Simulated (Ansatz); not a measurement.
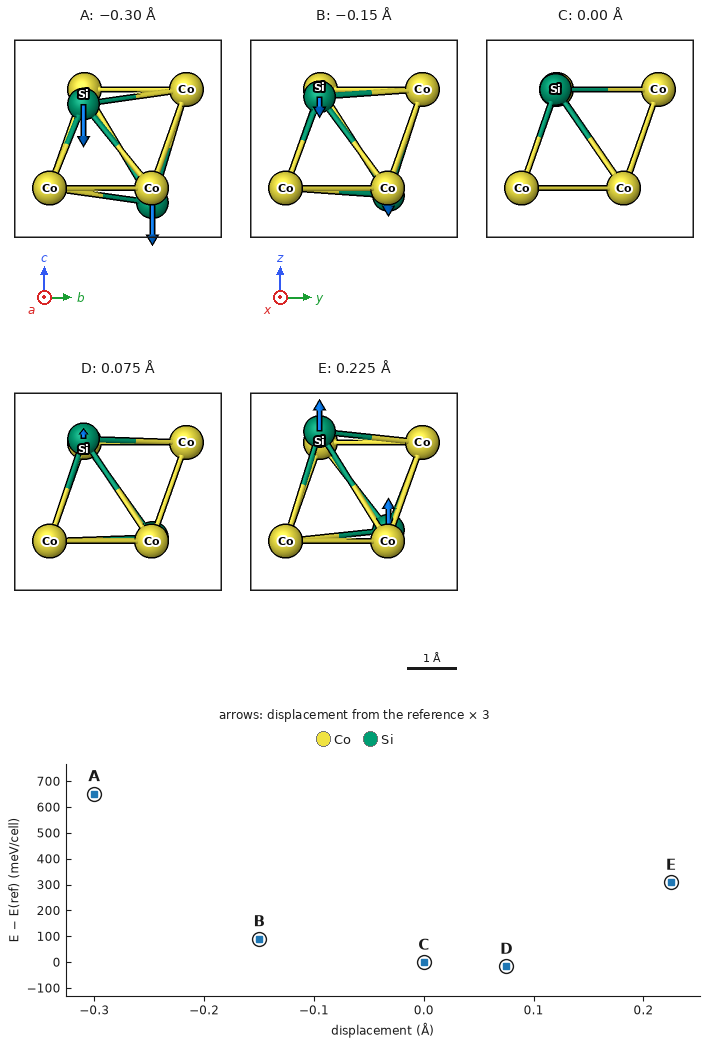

Energy scan for crystalline Co$_{3}$Si (P6_3/mmc), in which the whole Si sublattice is shifted rigidly, along Cartesian [0 0 1], all else fixed. The lettered frames are marked on the plot. A ball-and-stick model of the cell of the calculation, seen along the a axis. Blue arrows: displacements from the reference.

These are results of Ansatz, DFT r2SCAN, scalar-relativistic, plane waves, PAW, not measurements. Set-up: plane-wave cutoff 500 eV; k-point mesh 12 × 12 × 10; occupations gaussian; smearing width 0.15 eV; collinear spin. Energies (free energies at the smearing named) are counted from the relaxed crystal.

### Read off the main features of the energy profile.

The lowest computed point lies at the displacement 0.075 Å (−16 meV/cell). The reference isn't the lowest point: the distortion gains at least 16 meV/cell. The curvature at zero is about 14 eV/Å² per cell. At the highest point the shortest interatomic distance is 2.22 Å, against 2.42 Å in the reference. The distortion takes the space group from P6_3/mmc to P6_3mc.

The computed points:

| displacement (Å) | E − E(ref) (meV/cell) |
| --- | --- |
| −0.300 | 652 |
| −0.150 | 91 |
| 0.000 | 0 |
| 0.075 | −16 |
| 0.225 | 309 |
